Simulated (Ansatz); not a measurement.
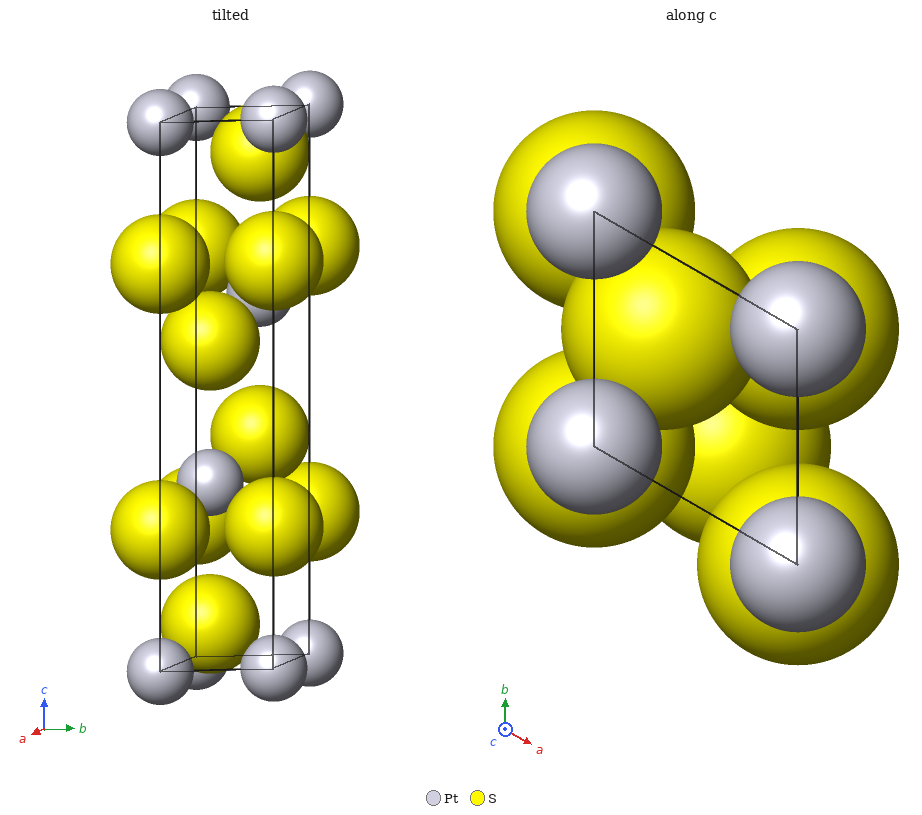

Shown here is a space-filling view of the crystal, taken slightly off an axis and along the c axis. One conventional unit cell is outlined, and atoms on its boundary appear in each equivalent place.

PtS2, cadmium chloride (CdCl₂) type, space group R-3m (No. 166), a = 3.496 Å, b = 3.496 Å, c = 16.692 Å, α = 90.00°, β = 90.00°, γ = 120.00°. Origin of the cell: a structure type filled with these elements by a generator (whether the compound takes this form wasn't checked). The cell was then strained or its atoms displaced on purpose. It went into a calculation with Ansatz.

This one geometry was computed with Ansatz (DFT, plane waves, PAW) at three levels of theory: PBE, r2SCAN and HSE06.

### Which level gives the highest pressure at this volume, and what does that say about its equilibrium volume?

Highest: PBE (4.9 GPa), which points to the largest equilibrium volume. Lowest, with the smallest volume: HSE06 (0.6 GPa). Levels within 0.5 GPa of each other can't be told apart.

### How does the band gap change with the level of theory?

PBE: a gap of 1.06 eV, indirect; r2SCAN: a gap of 1.22 eV, indirect; HSE06: a gap of 1.77 eV, indirect.

### Collect the results in a table.

| level | cutoff (eV) | k-mesh of the run's cell | gap (eV) | pressure (GPa) |
| --- | --- | --- | --- | --- |
| PBE | 420 | 8×8×8 | 1.06 | 4.9 |
| r2SCAN | 500 | 8×8×8 | 1.22 | 2.6 |
| HSE06 | 420 | 6×6×6 | 1.77 | 0.6 |

Gaps are taken on the k-mesh or band path of each run.
